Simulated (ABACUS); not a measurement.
# Band-structure run of MoTe2 (part 1 of 2)

- system: MoTe2 (P6₃/mmc, 6 atoms in the cell)
- method: Kohn-Sham DFT of a periodic cell, r2SCAN, SG15 ONCV 1.2 PBE, no spin polarisation (ABACUS 3.10.1)

The structure derives from an entry of the Crystallography Open Database.

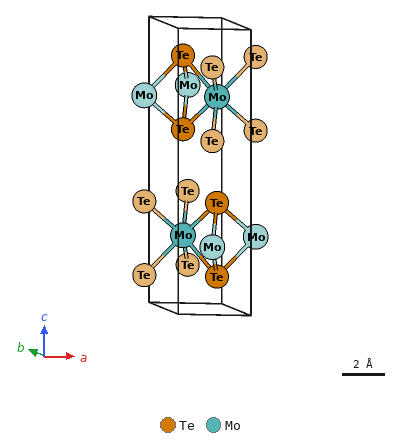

**Figure 1.** The input geometry (ball-and-stick view of the cell of the calculation, seen slightly off an axis; neighbours outside the cell are drawn fainter). An atom can appear more than once, as a periodic image.

### Input
```
INPUT_PARAMETERS
suffix              Te2Mo
calculation         scf
basis_type          pw
pseudo_dir          ./
latname             hexagonal
symmetry            1
dft_functional      MGGA_X_R2SCAN+MGGA_C_R2SCAN
ecutwfc             96
pseudo_rcut         7
nspin               1
nbands              62
ks_solver           dav
smearing_method     fd
smearing_sigma      0.00367493
scf_thr             1e-08
scf_nmax            100
mixing_type         broyden
mixing_beta         0.7
cal_force           1
cal_stress          1
mixing_tau          1
out_chg             1
out_pot             2
out_elf             1
```

### File STRU
```
ATOMIC_SPECIES
Te 127.6000 Te_ONCV_PBE-1.2.upf
Mo 95.9500 Mo_ONCV_PBE-1.2.upf

LATTICE_CONSTANT
6.6484344517

LATTICE_PARAMETERS
3.9718037633

ATOMIC_POSITIONS
Direct

Te
0.0
4
0.6666666667 0.3333333333 0.3790000000 1 1 1
0.3333333333 0.6666666667 0.8790000000 1 1 1
0.6666666667 0.3333333333 0.1210000000 1 1 1
0.3333333333 0.6666666667 0.6210000000 1 1 1

Mo
0.0
2
0.6666666667 0.3333333333 0.7500000000 1 1 1
0.3333333333 0.6666666667 0.2500000000 1 1 1
```

### File KPT
```
K_POINTS
0
Gamma
6 6 1 0 0 0
```

Launch command:
```bash
OMP_NUM_THREADS=1 mpirun -np 4 abacus > log
```

### What the program printed
```
ABACUS v3.10.1

               Atomic-orbital Based Ab-initio Computation at UStc

 ------------------------------------------------------------------------------------

 READING GENERAL INFORMATION
                           global_out_dir = OUT.Te2Mo/
                           global_in_card = INPUT
                               pseudo_dir = ./
                              orbital_dir =
                                    DSIZE = 4
                                    GSIZE = 1

 READING UNITCELL INFORMATION
                                    ntype = 2
                  lattice constant (Bohr) = 6.64843
              lattice constant (Angstrom) = 3.5182

 READING ATOM TYPE 1
                               atom label = Te
                      L=0, number of zeta = 1
                      L=1, number of zeta = 1
                      L=2, number of zeta = 1
             number of atom for this type = 4

 READING ATOM TYPE 2
                               atom label = Mo
                      L=0, number of zeta = 1
                      L=1, number of zeta = 1
                      L=2, number of zeta = 1
             number of atom for this type = 2

                        TOTAL ATOM NUMBER = 6
DIRECT COORDINATES
    atom                   x                   y                   z     mag                  vx                  vy                  vz
taud_Te1            0.6666666667        0.3333333333        0.3790000000  0.0000        0.0000000000        0.0000000000        0.0000000000
taud_Te2            0.3333333333        0.6666666667        0.8790000000  0.0000        0.0000000000        0.0000000000        0.0000000000
taud_Te3            0.6666666667        0.3333333333        0.1210000000  0.0000        0.0000000000        0.0000000000        0.0000000000
taud_Te4            0.3333333333        0.6666666667        0.6210000000  0.0000        0.0000000000        0.0000000000        0.0000000000
taud_Mo1            0.6666666667        0.3333333333        0.7500000000  0.0000        0.0000000000        0.0000000000        0.0000000000
taud_Mo2            0.3333333333        0.6666666667        0.2500000000  0.0000        0.0000000000        0.0000000000        0.0000000000

                          Volume (Bohr^3) = 1010.83
                             Volume (A^3) = 149.789

 Lattice vectors: (Cartesian coordinate: in unit of a_0)
                   +1                  +0                  +0
                 -0.5           +0.866025                  +0
                   +0                  +0             +3.9718
 Reciprocal vectors: (Cartesian coordinate: in unit of 2 pi/a_0)
                   +1            +0.57735                  -0
                   -0             +1.1547                  -0
                   +0                  -0           +0.251775
 The esolver type has been set to : ksdft_pw

                PAO radial cut off (Bohr) = 7

 Read in pseudopotential file is Te_ONCV_PBE-1.2.upf
                     pseudopotential type = NC
          exchange-correlation functional = PBE
                 nonlocal core correction = 0
                        valence electrons = 16
                                     lmax = 2
                           number of zeta = 0
                     number of projectors = 6
                           L of projector = 0
                           L of projector = 0
                           L of projector = 1
                           L of projector = 1
                           L of projector = 2
                           L of projector = 2
 XC functional updated to : MGGA_X_R2SCAN+MGGA_C_R2SCAN
          exchange-correlation functional = MGGA_X_R2SCAN+MGGA_C_R2SCAN
                PAO radial cut off (Bohr) = 7

 Read in pseudopotential file is Mo_ONCV_PBE-1.2.upf
                     pseudopotential type = NC
          exchange-correlation functional = PBE
                 nonlocal core correction = 0
                        valence electrons = 14
                                     lmax = 2
                           number of zeta = 0
                     number of projectors = 6
                           L of projector = 0
                           L of projector = 0
                           L of projector = 1
                           L of projector = 1
                           L of projector = 2
                           L of projector = 2
 XC functional updated to : MGGA_X_R2SCAN+MGGA_C_R2SCAN
          exchange-correlation functional = MGGA_X_R2SCAN+MGGA_C_R2SCAN
     initial pseudo atomic orbital number = 0

 SETUP THE ELECTRONS NUMBER
            electron number of element Te = 16
      total electron number of element Te = 64
            electron number of element Mo = 14
      total electron number of element Mo = 28
            AUTOSET number of electrons:  = 92
                           occupied bands = 46
                                   NBANDS = 62
                                   NLOCAL = 54

%%%%%%%%%%%%%%%%%%%%%%%%%%%%%%%%%%%%%%%%%%%%%%%%%%%%%%%%%%%%%%%%%%%%%%%%%%%%%%%%%%%%%%%%%%%%%%%%%%%%%%%%%%
 Warning: the number of valence electrons in pseudopotential > 6 for Te: [Kr] 4d10 5s2 5p4
 Warning: the number of valence electrons in pseudopotential > 6 for Mo: [Kr] 4d5 5s1
 Pseudopotentials with additional electrons can yield (more) accurate outcomes, but may be less efficient.
 If you're confident that your chosen pseudopotential is appropriate, you can safely ignore this warning.
%%%%%%%%%%%%%%%%%%%%%%%%%%%%%%%%%%%%%%%%%%%%%%%%%%%%%%%%%%%%%%%%%%%%%%%%%%%%%%%%%%%%%%%%%%%%%%%%%%%%%%%%%%

 SETUP THE PLANE WAVE BASIS
 energy cutoff for charge/potential (unit:Ry) = 384
            fft grid for charge/potential = [ 45, 45, 180 ]
                        fft grid division = [ 1, 1, 1 ]
        big fft grid for charge/potential = [ 45, 45, 180 ]
                                     nbxx = 91125
                                     nrxx = 91125

 SETUP PLANE WAVES FOR CHARGE/POTENTIAL
                    number of plane waves = 128355
                         number of sticks = 1159

 PARALLEL PW FOR CHARGE/POTENTIAL
     PROC   COLUMNS(POT)             PW
        1            289          32075
        2            290          32092
        3            290          32094
        4            290          32094
 --------------- sum -------------------
        4           1159         128355
                            number of |g| = 5158
                                  max |g| = 429.893
                                  min |g| = 1.33333

----------- Double Check Mixing Parameters Begin ------------
mixing_type: broyden
mixing_beta: 0.7
mixing_gg0: 1
mixing_gg0_min: 0.1
mixing_ndim: 8
----------- Double Check Mixing Parameters End ------------

 LATTICE VECTORS: (CARTESIAN COORDINATE: IN UNIT OF A0)
                   +1                  +0                  +0
                 -0.5           +0.866025                  +0
                   +0                  +0             +3.9718
                       right hand lattice = 1
                                   NORM_A = 1
                                   NORM_B = 1
                                   NORM_C = 3.9718
                           ALPHA (DEGREE) = 90
                           BETA  (DEGREE) = 90
                           GAMMA (DEGREE) = 120

 The lattice vectors have been changed (STRU_SIMPLE.cif)

(for optimal symmetric configuration:)
                             BRAVAIS TYPE = 4
                     BRAVAIS LATTICE NAME = 04. Hexagonal cell
                                    ibrav = 4
                                    IBRAV = 4
                                  BRAVAIS = HEXAGONAL CELL
                       LATTICE CONSTANT A = 1
                                C/A RATIO = 3.9718
Original cell was already a primitive cell.
                        ROTATION MATRICES = 24
              PURE POINT GROUP OPERATIONS = 12
                   SPACE GROUP OPERATIONS = 24
                                       C2 = 3
                                       C3 = 2
                                       C4 = 0
                                       C6 = 0
                                       S1 = 3
                                       S3 = 0
                                       S4 = 0
                                       S6 = 2
                              POINT GROUP = D_3d
                                       C2 = 7
                                       C3 = 2
                                       C4 = 0
                                       C6 = 2
                                       S1 = 7
                                       S3 = 2
                                       S4 = 0
                                       S6 = 2
               POINT GROUP IN SPACE GROUP = D_6h

 SETUP K-POINTS
                                    nspin = 1
                   Input type of k points = Monkhorst-Pack(Gamma)
                                   nkstot = 36
                       right hand lattice = 1
(for reciprocal lattice: )
                             BRAVAIS TYPE = 4
                     BRAVAIS LATTICE NAME = 04. Hexagonal cell
                                    ibrav = 4
                       right hand lattice = 1
(for k-lattice: )
                             BRAVAIS TYPE = 4
                     BRAVAIS LATTICE NAME = 04. Hexagonal cell
                                    ibrav = 4
                       right hand lattice = 1
                        ROTATION MATRICES = 24
                               nkstot_ibz = 7
K-POINTS REDUCTION ACCORDING TO SYMMETRY
     IBZ    DIRECT_X    DIRECT_Y    DIRECT_Z  WEIGHT  ibz2bz
       1  0.00000000  0.00000000  0.00000000  0.0278       0
       2 -0.16666667  0.16666667  0.00000000  0.1667       1
       3 -0.33333333  0.33333333  0.00000000  0.1667       2
       4  0.50000000  0.50000000  0.00000000  0.0833       3
       5 -0.16666667  0.33333333  0.00000000  0.1667       7
       6  0.50000000  0.33333333  0.00000000  0.3333       8
       7  0.33333333  0.33333333  0.00000000  0.0556      14

                               nkstot now = 7
[... K-POINTS DIRECT COORDINATES: 7 rows ...]

           k-point number in this process = 7
       minimum distributed K point number = 7
[... stars of the k points ...]

[... K-POINTS CARTESIAN COORDINATES: 7 rows ...]

[... K-POINTS DIRECT COORDINATES: 7 rows ...]

 SETUP PLANE WAVES FOR WAVE FUNCTIONS
     energy cutoff for wavefunc (unit:Ry) = 96
              fft grid for wave functions = [ 45, 45, 180 ]
                    number of plane waves = 21187
                         number of sticks = 349

 PARALLEL PW FOR WAVE FUNCTIONS
     PROC   COLUMNS(POT)             PW
        1             88           5308
        2             87           5291
        3             87           5297
        4             87           5291
 --------------- sum -------------------
        4            349          21187

 SETUP NONLOCAL PSEUDOPOTENTIALS IN PLANE WAVE BASIS
 Te non-local projectors:
 projector 1 L=0
 projector 2 L=0
 projector 3 L=1
 projector 4 L=1
 projector 5 L=2
 projector 6 L=2
 Mo non-local projectors:
 projector 1 L=0
 projector 2 L=0
 projector 3 L=1
 projector 4 L=1
 projector 5 L=2
 projector 6 L=2
      TOTAL NUMBER OF NONLOCAL PROJECTORS = 108

 Init Non-Local PseudoPotential table :
 Init Non-Local-Pseudopotential done.

                                     npwx = 4029

 -------------------------------------------
 SELF-CONSISTENT
 -------------------------------------------
                                 init_chg = atomic

 PW ALGORITHM --------------- ION=   1  ELEC=   1--------------------------------

 Notice: Threshold on eigenvalues was too large.
 hsover_error=0.92 > DRHO=0.17483
 Origin diag ethr = 0.01
 New diag ethr = 0.000190033

 Density error is 0.167471327168
                          Error Threshold = 0.000190032812265
----------------------------------------------------------
     Energy           Rydberg                 eV
----------------------------------------------------------
 E_KohnSham     -969.9642507413      -13197.0406663823
 E_Harris       -963.5657855684      -13109.9850815767
 E_Fermi        0.9798795010         13.3319445669
----------------------------------------------------------

 PW ALGORITHM --------------- ION=   1  ELEC=   2--------------------------------

 Density error is 0.0628878087535
                          Error Threshold = 0.000182034051269
----------------------------------------------------------
     Energy           Rydberg                 eV
----------------------------------------------------------
 E_KohnSham     -970.1132871667      -13199.0684109768
 E_Harris       -970.4641653460      -13203.8423535195
 E_Fermi        1.0049122385         13.6725324334
----------------------------------------------------------

 PW ALGORITHM --------------- ION=   1  ELEC=   3--------------------------------

 Density error is 0.137565984168
                          Error Threshold = 6.83563138625e-05
----------------------------------------------------------
     Energy           Rydberg                 eV
----------------------------------------------------------
 E_KohnSham     -970.1542713919      -13199.6260299689
 E_Harris       -965.1768118847      -13131.9042191065
 E_Fermi        0.9758588300         13.2772405313
----------------------------------------------------------

 PW ALGORITHM --------------- ION=   1  ELEC=   4--------------------------------

 Density error is 0.000513079457647
                          Error Threshold = 6.83563138625e-05
----------------------------------------------------------
     Energy           Rydberg                 eV
----------------------------------------------------------
 E_KohnSham     -970.1760023223      -13199.9216944442
 E_Harris       -970.1269055897      -13199.2536991279
 E_Fermi        0.9976644328         13.5739209783
----------------------------------------------------------

 PW ALGORITHM --------------- ION=   1  ELEC=   5--------------------------------

 Density error is 2.97168155006e-05
                          Error Threshold = 5.57695062659e-07
----------------------------------------------------------
     Energy           Rydberg                 eV
----------------------------------------------------------
 E_KohnSham     -970.1763952676      -13199.9270407402
 E_Harris       -970.2175675749      -13200.4872187189
 E_Fermi        0.9981822664         13.5809664649
----------------------------------------------------------

 PW ALGORITHM --------------- ION=   1  ELEC=   6--------------------------------

 Density error is 2.75317500486e-06
                          Error Threshold = 3.23008864137e-08
----------------------------------------------------------
     Energy           Rydberg                 eV
----------------------------------------------------------
 E_KohnSham     -970.1764057455      -13199.9271832990
 E_Harris       -970.1597576002      -13199.7006736611
 E_Fermi        0.9982006202         13.5812161817
```
